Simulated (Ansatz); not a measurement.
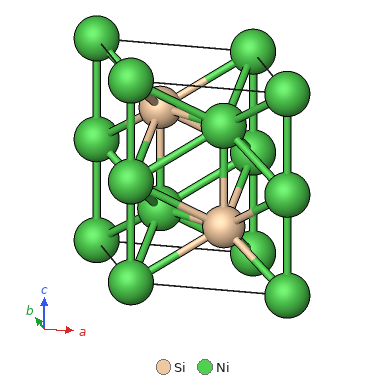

System: a slab cut from SiNi₂ (slab content Si₈Ni₁₆), space group P6_3/mmc (No. 194). The picture shows the bulk cell.

Structure:
```xyz
6
Lattice="3.8685 0.0000 0.0000 -1.9342 3.3502 0.0000 0.0000 0.0000 4.9170" Properties=species:S:1:pos:R:3 pbc="T T T"
Si    0.0000    2.2335    3.6877
Si    1.9343    1.1167    1.2292
Ni    0.0000    0.0000    0.0000
Ni    0.0000    0.0000    2.4585
Ni    0.0000    2.2335    1.2292
Ni    1.9343    1.1167    3.6877
```

How it was computed, with Ansatz 0.2.0: spacing and rumpling of the atomic planes of a slab cut from the relaxed bulk cell along the Miller plane (conventional indices), bottom to top, after all atoms relax, plane waves with PAW datasets, Γ-centred k mesh. Level: PBEsol, no spin polarisation.

```csv
setting,value
space group in which the indices count,194
Miller index h,1
Miller index k,0
Miller index l,0
top plane,SiNi
bottom plane,Ni
planes,12
surface cell,"(1, 1)"
slab thickness as cut,12.28 Å
vacuum,15 Å
surface area,19.02 Å²
surface a,3.868 Å
surface b,4.917 Å
surface angle,90 °
slab atoms,24
wave cutoff,420 eV
k mesh,9×7×1
occupations,Gaussian
smearing width,0.1 eV
boundary,dipole corrected
```

Predict the spacing change of each pair of planes. The cases: 1–2; 2–3; 3–4; 4–5; 5–6; 6–7; 7–8; 8–9; 9–10; 10–11; 11–12.

The least value, −0.433 Å, is that of 1–2, and the largest, 0.210 Å, that of 2–3.

```
pair of planes  spacing change (Å)  spacing to next (Å)  content of the two planes
           1–2              -0.433                0.684               Ni2 and SiNi
           2–3               0.210                1.327              SiNi and SiNi
           3–4              -0.013                1.104               SiNi and Ni2
           4–5              -0.012                1.105               Ni2 and SiNi
           5–6               0.000                1.117              SiNi and SiNi
           6–7              -0.018                1.098               SiNi and Ni2
           7–8               0.019                1.136               Ni2 and SiNi
           8–9               0.016                1.133              SiNi and SiNi
          9–10              -0.028                1.089               SiNi and Ni2
         10–11               0.045                1.162               Ni2 and SiNi
         11–12              -0.029                1.088              SiNi and SiNi
```

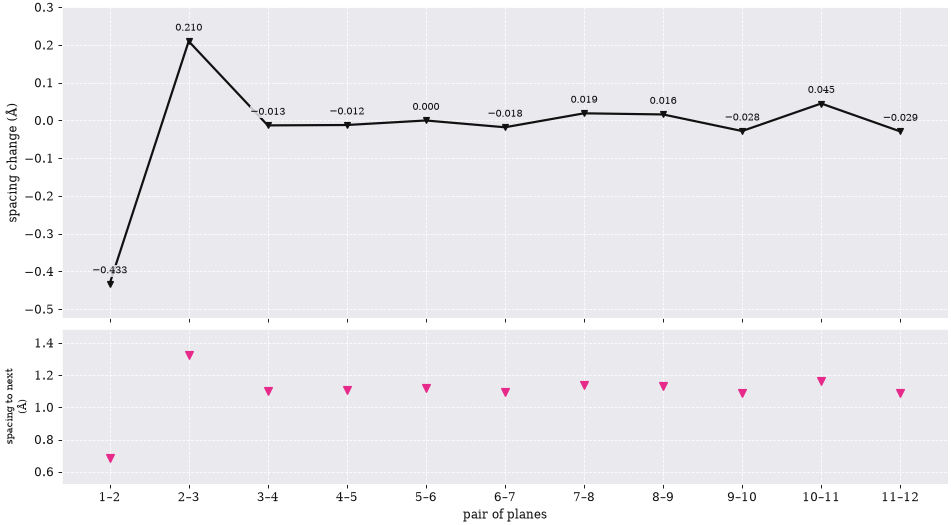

Limits of the calculation: k mesh lowers the symmetry; no spin polarisation, a magnetic state may lie lower; xc potential rough in thin density.
